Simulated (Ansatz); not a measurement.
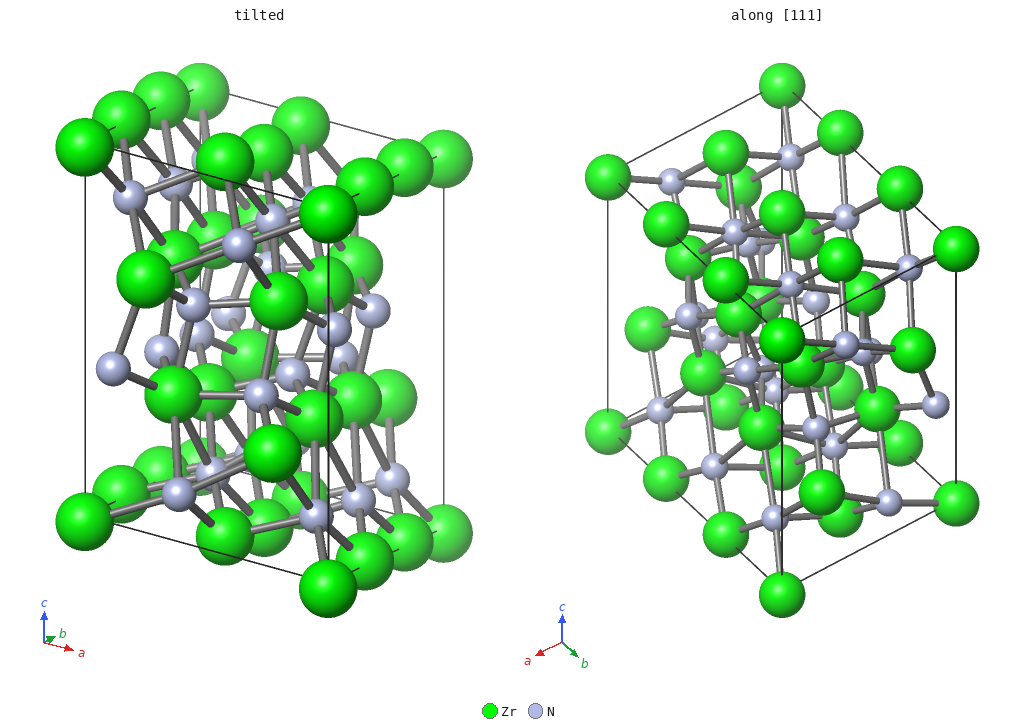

The structure above is drawn in ball-and-stick style and viewed slightly off an axis and along [111]. Atoms at the boundary of the conventional unit cell (the box) are drawn once for each face, edge or corner they touch. Cell: a = 5.962 Å, b = 10.326 Å, c = 8.698 Å, α = 90.00°, β = 103.21°, γ = 90.00°.

State composition, symmetry and coordination.

Formula: Zr9N11. Symmetry: Cm (No. 8), base-centred monoclinic lattice. The cell comprises 2 formula units: 18 Zr, 22 N. Counting atoms within bonding range gives coordination numbers of Zr 6 to 7 (mean 6.2) and N 4 to 6 (mean 5.1). Not all metal-metal contacts are counted.

The structure was taken from a structure listed in the Materials Project. The cell was then strained or its atoms displaced on purpose. The atoms were relaxed in a fixed cell with Ansatz, DFT PBE, scalar-relativistic, plane waves, PAW.

At this level of theory the cell isn't at rest (compressed, at 8 GPa), so its distances can differ from those at equilibrium, the more so the softer the solid.
